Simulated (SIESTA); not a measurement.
**Energy of Bi along an even scaling of the cell**

System: Bi (2 atoms in the cell).
Method: Kohn-Sham DFT of a periodic cell, PBEsol, PseudoDojo 0.4 standard, converted to PSML, no spin polarisation (SIESTA 5.4.2).

The 7 runs differ only in the geometry, by an even scaling of the cell at fixed fractional positions. The structure derives from a Materials Project entry.

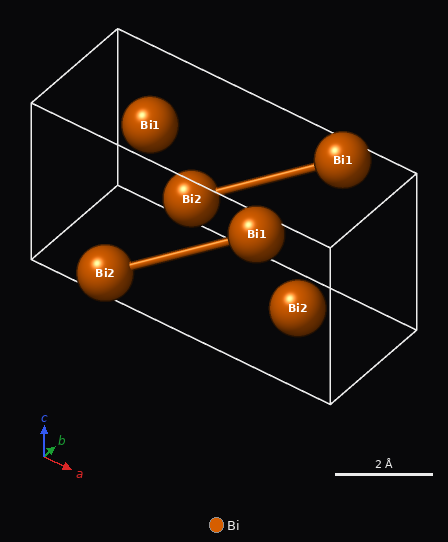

Figure 1. The structure of run 4 (ball-and-stick view of the cell 2 times as large as that of the calculation, set on its symmetry axes, seen slightly off an axis; atoms are numbered from 1 in the order of the input). An atom can appear more than once, as a periodic image.

## Input of run 4
```
SystemName                      Bi
SystemLabel                     Bi
NumberOfSpecies                 1
NumberOfAtoms                   2
%block ChemicalSpeciesLabel
  1  83 Bi
%endblock ChemicalSpeciesLabel

LatticeConstant                 1.0 Ang
%block LatticeVectors
     3.4885980000    -3.1325780000     0.0000000000
     3.4885980000     3.1325780000     0.0000000000
    -1.2602350000     0.0000000000     3.1135500000
%endblock LatticeVectors
AtomicCoordinatesFormat         Fractional
%block AtomicCoordinatesAndAtomicSpecies
     0.7530610000     0.7530610000     0.8573820000  1  Bi
     0.2469390000     0.2469390000     0.1426180000  1  Bi
%endblock AtomicCoordinatesAndAtomicSpecies

%block kgrid.MonkhorstPack
    6   0   0  0.0
    0   6   0  0.0
    0   0   9  0.0
%endblock kgrid.MonkhorstPack
XC.Functional                   GGA
XC.Authors                      PBEsol
PAO.BasisSize                   DZP
PAO.EnergyShift                 0.003 Ry
Mesh.Cutoff                     500 Ry
OccupationFunction              FD
ElectronicTemperature           0.05 eV
MaxSCFIterations                120
SCF.MustConverge                false
SCF.Mixer.Method                Pulay
SCF.Mixer.Weight                0.25
SCF.Mixer.History               8
SCF.DM.Tolerance                5.0e-05
SCF.H.Tolerance                 1.0e-03 eV
WriteForces                     true
Charge.Mulliken                 end
%block PAO.Basis
  Bi 4
  n=6 0 2
    5.772 0.000
  n=6 1 2
    8.065 0.000
  n=5 2 2
    3.889 0.000
  n=6 2 1
    8.065
%endblock PAO.Basis
```

Command:
```bash
siesta < Bi.fdf > Bi.out 2>&1
```

Lattice vectors (Å) and fractional positions of run 4:
```
   3.488598   -3.132578    0.000000
   3.488598    3.132578    0.000000
  -1.260235    0.000000    3.113550
Bi  0.753061  0.753061  0.857382
Bi  0.246939  0.246939  0.142618
```

Run 5 differs from it as follows:
```diff
-     3.4885980000    -3.1325780000     0.0000000000
-     3.4885980000     3.1325780000     0.0000000000
-    -1.2602350000     0.0000000000     3.1135500000
+     3.5117019713    -3.1533241543     0.0000000000
+     3.5117019713     3.1533241543     0.0000000000
+    -1.2685811704     0.0000000000     3.1341701374
```

## Results, with one run withheld

```csv
run,volume per atom (Å³),"free energy per atom, from the lowest run given (meV)",pressure (GPa)
1,31.984,3.51,1.46
2,32.665,0.00,0.22
3,33.345,1.62,−0.91
4,34.026,7.63,−1.89
5,34.706,?,?
6,35.387,31.12,−3.57
7,36.067,47.81,−4.26
```

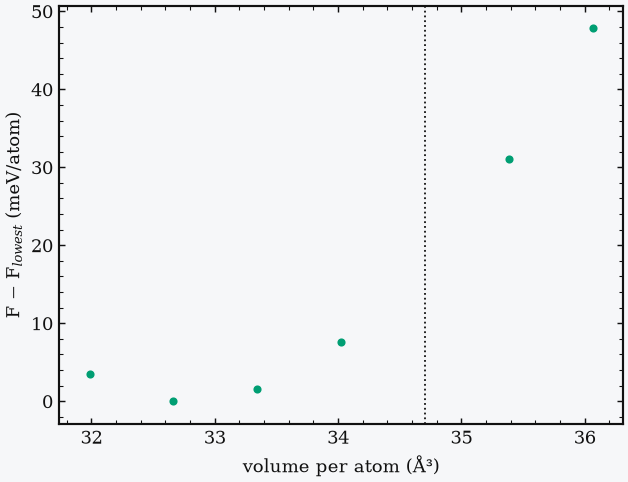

Figure 2. Free energy per atom of the runs given; the dotted line marks run 5.

Estimate the energy of run 5 from the others.

A cubic polynomial in V^(−2/3) (the Birch–Murnaghan form), fitted to the 6 runs given, misses them by at most 0.04 meV per atom. With x = V^(−2/3) − 0.09554 Å⁻², it reads F = 5.7956 − 5563.1 x + 1.3177e+06 x² + 4.365e+06 x³ (meV per atom). At run 5 it gives 17.61 meV per atom, and the run itself gives 17.57. The slope of the fit gives a pressure −dF/dV of −2.78 GPa there, and the run prints −2.77 GPa. The fit has its minimum at 32.782 Å³ per atom, where V d²F/dV² gives 55.7 GPa. Cell shape and fractional positions are held, so this is the stiffness under even scaling; the relaxed bulk modulus wasn't computed.

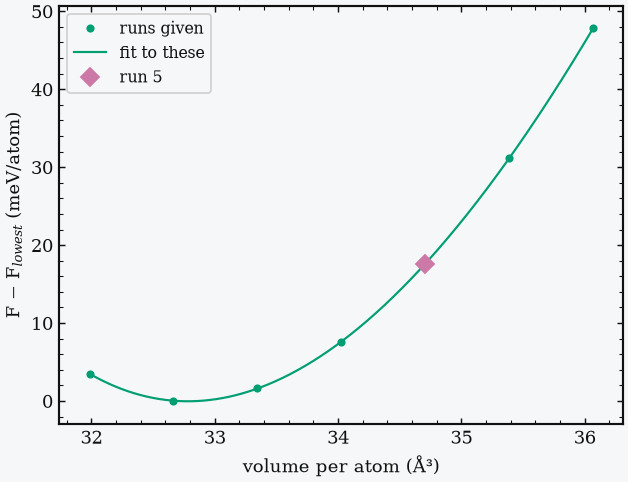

Figure 3. The fit and the withheld run.

## Some lines of the output (run 5)
```
[...]
outcell: Cell volume (Ang**3)        :     69.4127
stepf: Fermi-Dirac step function
siesta: Etot    =     -4457.939393
siesta: FreeEng =     -4457.947899
        iscf     Eharris(eV)        E_KS(eV)     FreeEng(eV)     dDmax    Ef(eV) dHmax(eV)
siesta: E_KS(eV) =            -4458.0079
siesta: E_KS - E_eggbox =     -4458.0079
siesta: Etot    =     -4458.007921
siesta: FreeEng =     -4458.016261
siesta:         Fermi =      -4.111208
siesta: Cell volume =         69.412683 Ang**3
    Orbital volume contribution        =           2.388042 eV
```

Notes: Points of doubt noted for this run: mulliken charges of long orbitals. Spin–orbit coupling is left out, which matters for Bi. With a small basis of atomic orbitals these values can differ much from converged plane-wave results.
